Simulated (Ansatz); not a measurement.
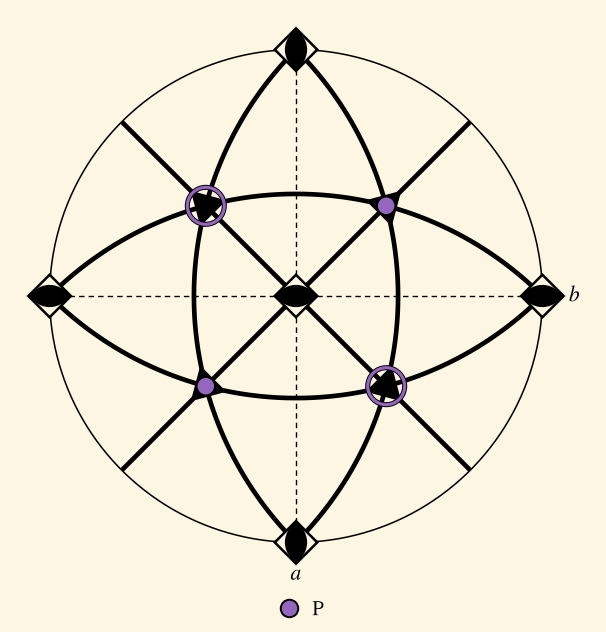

For InP, the input geometry of an electronic-structure calculation (not necessarily at equilibrium); the starting structure was generated, so it need not be a known form of this composition: directions from one indium atom at (0, 0, 0) to its bonded neighbours, in stereographic projection down c (filled: above the plane of the page or in it, open: below). Symmetry computed with spglib at a tolerance of 0.002 Å; standard conventional cell.

Neighbours are counted up to 3.04 Å for P. The symmetry elements of the site are drawn in: heavy lines are mirror planes (a heavy rim: a mirror in the plane of the page); lens, triangle, square and hexagon are 2-, 3-, 4- and 6-fold axes, a lens in an open square is −4, a triangle in an open hexagon −6; thin dashed diameters join the ends of axes that lie in the page; a small open circle marks inversion.

```
In P
1.0
     5.90758    0.00000    0.00000
     0.00000    5.90758    0.00000
     0.00000    0.00000    5.90758
In P
4 4
Direct
  0.00000 0.00000 0.00000
  0.00000 0.50000 0.50000
  0.50000 0.00000 0.50000
  0.50000 0.50000 0.00000
  0.25000 0.25000 0.75000
  0.25000 0.75000 0.25000
  0.75000 0.25000 0.25000
  0.75000 0.75000 0.75000
```

### How many neighbours are there, and at what angles?

4: 4 P at 2.56 Å. Angles between bonds: 109° (6×).

### What is the site's symmetry in the crystal?

Point group -43m (Td), order 24: three −4 axes, four threefold axes, six mirror planes. In F-43m (No. 216) this is Wyckoff position 4a.
